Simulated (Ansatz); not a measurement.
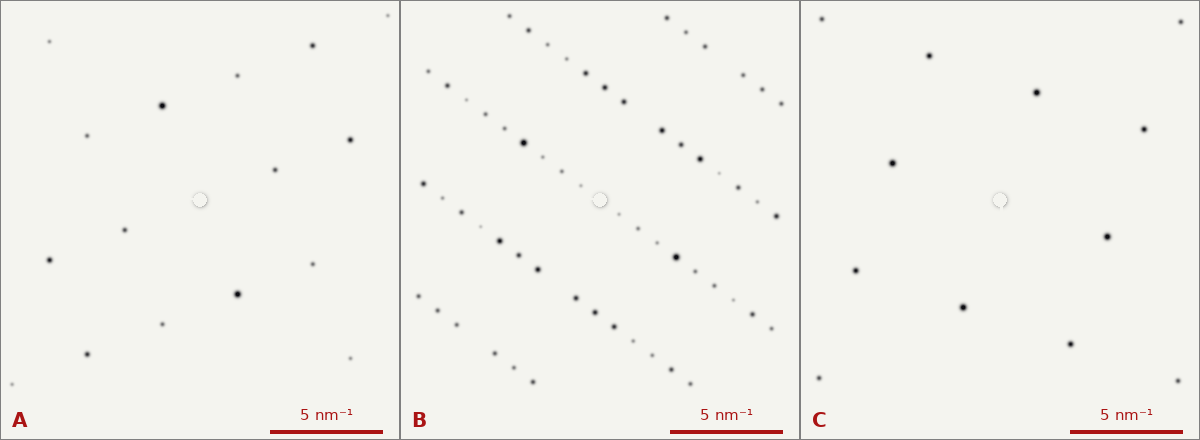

Kinematic electron diffraction patterns (300 kV, B = 0.5 Å², same scale, each along a low-index zone) of three structures of composition Re, each relaxed at zero pressure with DFT PBE, scalar-relativistic, plane waves, PAW (Ansatz 0.2.0).

The structures (standard cells):
1. P6/mmm (No. 191), a = 4.379 Å, c = 2.745 Å (hexagonal axes), 3 atoms; generated start, possibly hypothetical
2. Fm-3m (No. 225), a = 3.915 Å, 4 atoms; generated start, possibly hypothetical
3. R-3m (No. 166), a = 2.762 Å, c = 27.976 Å (hexagonal axes), 12 atoms; generated start, possibly hypothetical

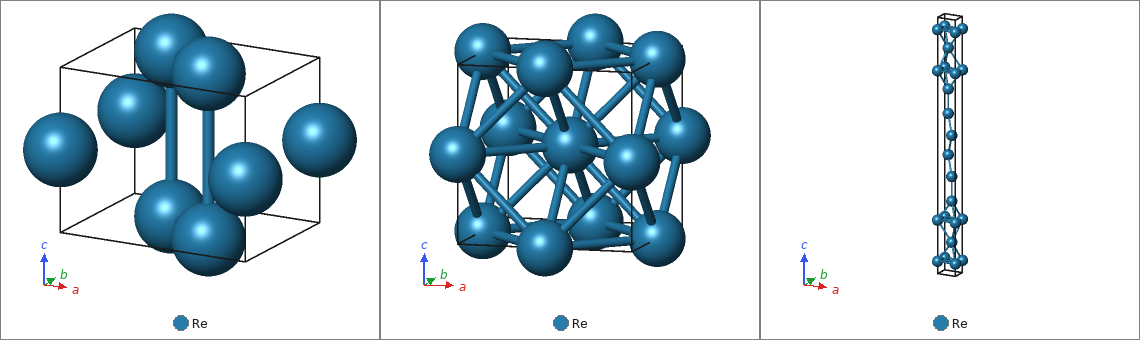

Drawings of the structures 1 to 3, from left to right (each may span several cells).

Which pattern belongs to which structure, and along which zone?

Answer. A is structure 1 along [210] or an equivalent direction: rectangular net of 0 0 1 at d = 2.74 Å and 1 -2 0 at d = 2.19 Å, 90.0° apart. B is structure 3 along [100] or an equivalent direction: oblique net of 0 0 3 (weak) at d = 9.33 Å and 0 -1 1 at d = 2.38 Å, 85.1° apart (some points of this net are extinct or too weak to see). C is structure 2 along [001] or an equivalent direction: square net of 2 0 0 at d = 1.96 Å and 0 2 0 at d = 1.96 Å, 90.0° apart.

Which structure lies lowest at this level of theory, and by how much?

Answer. Structure 2 (Fm-3m, 15.00 Å³ an atom) is the lowest of these; structure 1 (P6/mmm, 15.20 Å³ an atom) lies about 110 meV an atom higher; structure 3 (R-3m, 15.40 Å³ an atom) lies about 240 meV an atom higher. These are static energies at 0 K; other structures, not shown, may lie lower still.
